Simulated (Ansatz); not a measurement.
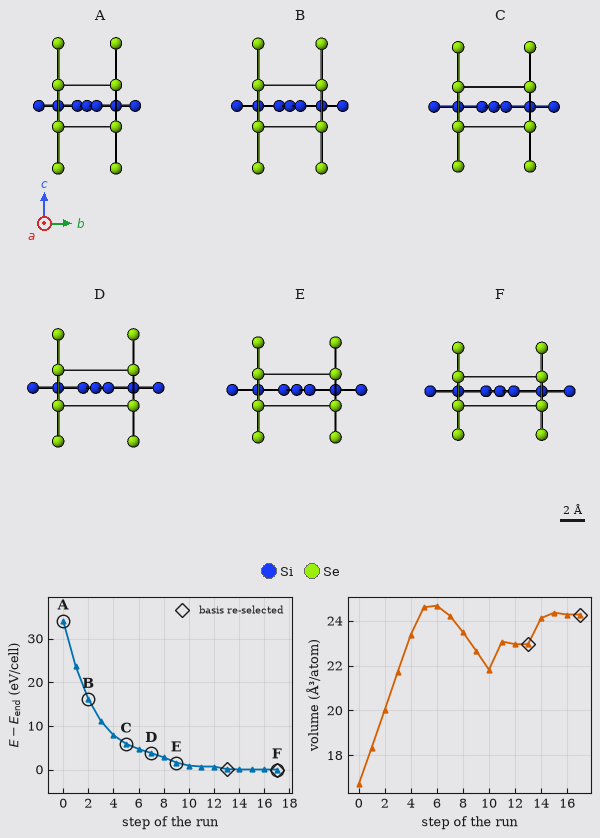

Frames of a relaxation of a crystal of Si5Se (a generated structure, set up in P6/mmm) (coarse preliminary run), marked on the history of the run. Style: ball-and-stick. Shown: the cell of the calculation, along the a axis.

These are results of DFT PBE, scalar-relativistic, plane waves, PAW in Ansatz, not measurements.

Input file:
```yaml
crystal:
  lattice:
    - [5.7025408, 0.0, 0.0]
    - [-2.8512704, 4.93854519, 0.0]
    - [0.0, 0.0, 3.55831182]
  atoms:
    - { symbol: Si, position: [0.5, 0.0, 0.5] }
    - { symbol: Si, position: [0.0, 0.5, 0.5] }
    - { symbol: Si, position: [0.5, 0.5, 0.5] }
    - { symbol: Si, position: [0.33333333, 0.66666667, 0.5] }
    - { symbol: Si, position: [0.66666667, 0.33333333, 0.5] }
    - { symbol: Se, position: [0.0, 0.0, 0.0] }
basis:
  ecutwfc: 420
kpoints:
  mp_grid: { grid: [6, 6, 6] }
hamiltonian:
  xc: pbe
scf:
  occupations: { method: gaussian, width: 0.1 }
  lower_state_search: "off"
output:
  forces: true
  stress: true
  eigenvalues: true
relax:
  adjacent_minimum: "off"
  f_tol: 0.04
  max_steps: 70
  cell: { stress_tol: 0.4 }
```

Run as
```bash
ansatz run input.yaml --threads 1 --pin off --max-ram 2560MiB --backend cpu --events-out ev --progress --plain --runs-dir out
```

Question: Describe the path.

Answer: The energy falls by 34.115 eV per cell of the calculation in 15 accepted moves (17 points after the start). All forces vanish by symmetry, so only the cell relaxes. The pressure goes from 133.21 to 0.04 GPa. The SCF was repeated twice at an unchanged geometry on a basis and grid sized afresh for the cell, which shifted the energy by 0.569 eV per cell of the calculation at most. No atom moves by more than 0.005 Å relative to the cell. Cell: a = b 5.703 → 8.253 Å (+44.7 %), c 3.558 → 2.470 Å (−30.6 %). Volume +45.4 %. Among the contacts that change: Si1–Si2 2.851 → 4.127 Å, Si1–Si1 3.558 → 2.470 Å, Se6–Se6 3.558 → 2.470 Å, Si1–Si4 1.646 → 2.382 Å. The space group stays P6/mmm (No. 191). Cost: 98 s on 1 thread of Arm Neoverse V2, with other jobs on the host, peak memory 0.41 GiB. From step 0 to 2: volume +19.9 %, energy −17.956 eV per cell of the calculation. From step 2 to 5: volume +22.9 %, energy −10.253 eV per cell of the calculation. From step 5 to 7: volume −1.5 %, energy −2.132 eV per cell of the calculation. From step 7 to 9: volume −6.4 %, energy −2.172 eV per cell of the calculation. From step 9 to 17: volume +7.1 %, energy −1.602 eV per cell of the calculation.

| step | E − E(0), meV/atom | pressure, GPa | volume, Å³/atom | note |
| --- | --- | --- | --- | --- |
| 0 | 0.00 | 133.21 | 16.702 |  |
| 1 | -1749.74 | 90.81 | 18.345 |  |
| 2 | -2992.70 | 59.78 | 20.023 |  |
| 3 | -3833.37 | 37.23 | 21.726 |  |
| 4 | -4373.48 | 20.98 | 23.379 |  |
| 5 | -4701.47 | 9.66 | 24.602 |  |
| 6 | -4903.61 | 4.42 | 24.672 |  |
| 7 | -5056.75 | 2.12 | 24.224 |  |
| 8 | -5220.72 | 1.54 | 23.494 |  |
| 9 | -5418.82 | 1.93 | 22.673 |  |
| 10 | -5536.75 | 4.35 | 21.817 |  |
| 11 | -5572.19 | -0.29 | 23.074 |  |
| 12 | -5572.94 | 0.08 | 22.955 |  |
| 13 | -5667.75 | 2.98 | 22.955 | same geometry, new basis |
| 14 | -5684.00 | 0.11 | 24.118 |  |
| 15 | -5685.49 | -0.23 | 24.360 |  |
| 16 | -5685.62 | 0.04 | 24.279 |  |
| 17 | -5685.83 | 0.04 | 24.279 | same geometry, new basis |
